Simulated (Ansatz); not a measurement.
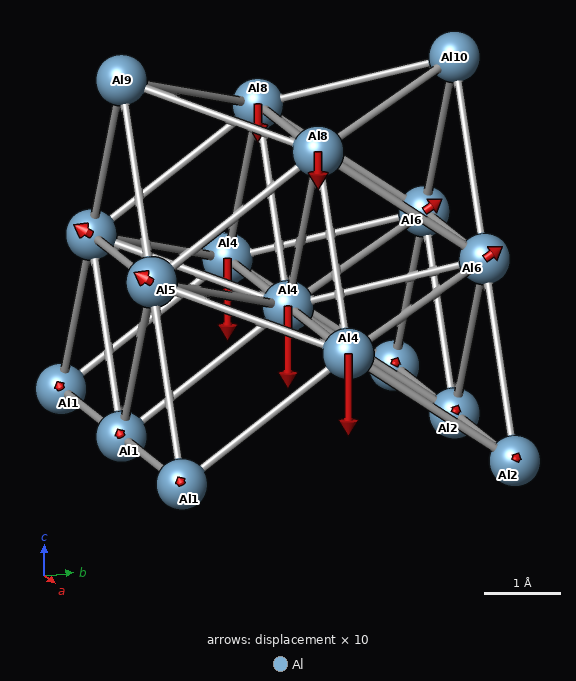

This is a relaxation of a slab of composition Al (cut from the P6_3/mmc phase). The starting structure is drawn; red arrows show the displacements, magnified 10 times.

The picture is a ball-and-stick view of the atoms within 4.2 Å of the atom that moves most (axes of the 3 × 1 repeat of the cell, outlined in the plane, without the vacuum), seen slightly off an axis.

Case: (1 0 0) slab, atoms relaxed. The slab is the (1 0 0) face of Al.

Method: DFT r2SCAN, scalar-relativistic, plane waves, PAW (Ansatz). (plane-wave cutoff 500 eV; k-point mesh 12 × 4 × 1; occupations gaussian; smearing width 0.1 eV; no spin polarisation; dipole correction; atoms relaxed in a fixed cell; force threshold 0.02 eV/Å; at most 60 steps)

> Describe the change and its energy.

The largest moves, 0.12 Å, are those of Al4 and Al15. Al4 goes along the normal (−c). The cell stays as it was. Among the contacts that change: Al1–Al4 2.831 → 2.765 Å, Al4–Al5 2.831 → 2.893 Å, Al4–Al8 2.822 → 2.876 Å, Al5–Al8 2.831 → 2.813 Å. After 2 geometry steps the energy has fallen by 72.6 meV per cell of the calculation. The largest force component goes from 0.32 to 0.0064 eV/Å. The run took 11 min on 2 threads of AMD EPYC (Zen 3) (shared host), peak memory 2.4 GiB.
